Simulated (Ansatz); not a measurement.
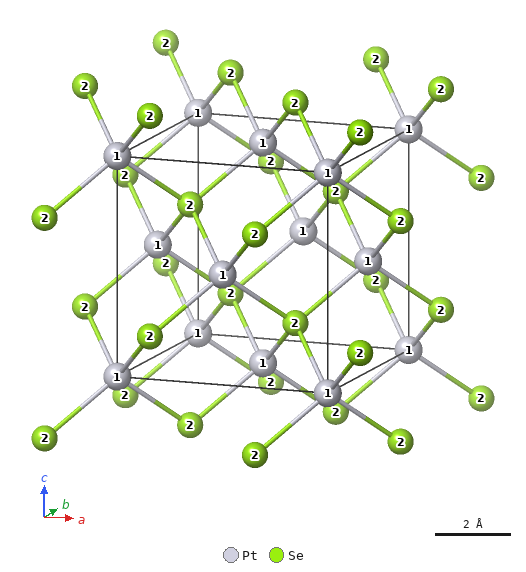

Starting structure of a crystal of PtSe (a generated structure, set up in F-43m). A ball-and-stick model of the conventional cell (4 times the calculation's cell), seen slightly off an axis. Lengths and directions refer to the drawn axes.

The run lets cell and atoms move.

Level of theory: Ansatz, Kohn-Sham DFT of a periodic cell, PBEsol0, Ansatz PAW.

Input
```yaml
crystal:
  lattice:
    - [0.0, 3.03744723, 3.03744723]
    - [3.03744723, 0.0, 3.03744723]
    - [3.03744723, 3.03744723, 0.0]
  atoms:
    - { symbol: Pt, position: [0.0, 0.0, 0.0] }
    - { symbol: Se, position: [0.25, 0.25, 0.25] }
hamiltonian:
  xc: { exchange: pbesol, correlation: pbesol, exx: { coeff: 0.25 } }
  pseudopotentials: { kind: paw }
kpoints:
  mp_grid: { grid: [4, 4, 4] }
scf:
  occupations: { method: fermi_dirac, width: 0.05 }
output:
  forces: true
  stress: true
  eigenvalues: true
  write_density: true
  write_potential: true
  elf: true
  volumetric_format: npy
relax:
  f_tol: 0.01
  max_steps: 40
  cell: { stress_tol: 0.05 }
```

Predict the outcome.

After 4 accepted moves (5 points after the start) the energy has fallen by 431 meV per atom. All forces vanish by symmetry, so only the cell relaxes. Pressure: −15.97 GPa at the start and −0.03 GPa at the end. At 1 point the geometry stayed and the basis and grid were re-selected for the new cell (energy shift of 1.3 meV per atom at most each time). The atoms keep their places relative to the cell (all moves are under 0.005 Å). The volume changes by −22.9 %, with a = b = c 6.075 → 5.571 Å (−8.3 %). Near-neighbour distances that change, for instance: Pt1–Se2 2.631 → 2.412 Å. The space group stays F-43m (No. 216). The run took 51 s on 1 × NVIDIA H100 80GB HBM3 with 2 threads of AMD EPYC 7R13 Processor (Zen 3) (shared host), peak memory 1.9 GiB.

History of the run:

| step | E − E(0), meV/atom | pressure, GPa | volume, Å³/atom | note |
| --- | --- | --- | --- | --- |
| 0 | 0.00 | -15.97 | 28.024 |  |
| 1 | -339.81 | -10.47 | 24.122 |  |
| 2 | -411.72 | 6.81 | 20.600 |  |
| 3 | -430.88 | -1.39 | 21.858 |  |
| 4 | -432.01 | -0.02 | 21.616 |  |
| 5 | -430.73 | -0.03 | 21.616 | same geometry, new basis |

After the run, drawn alike:

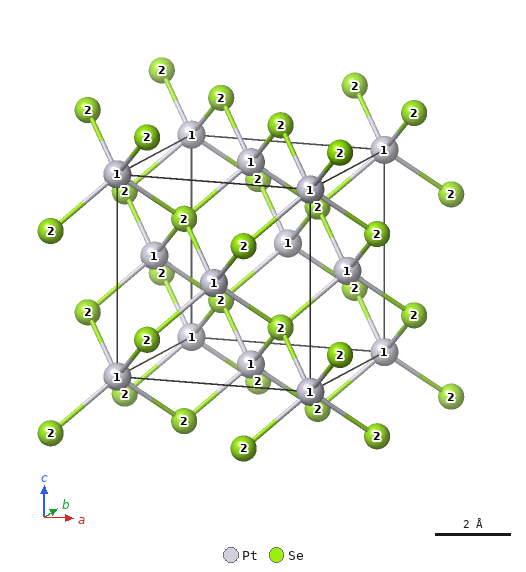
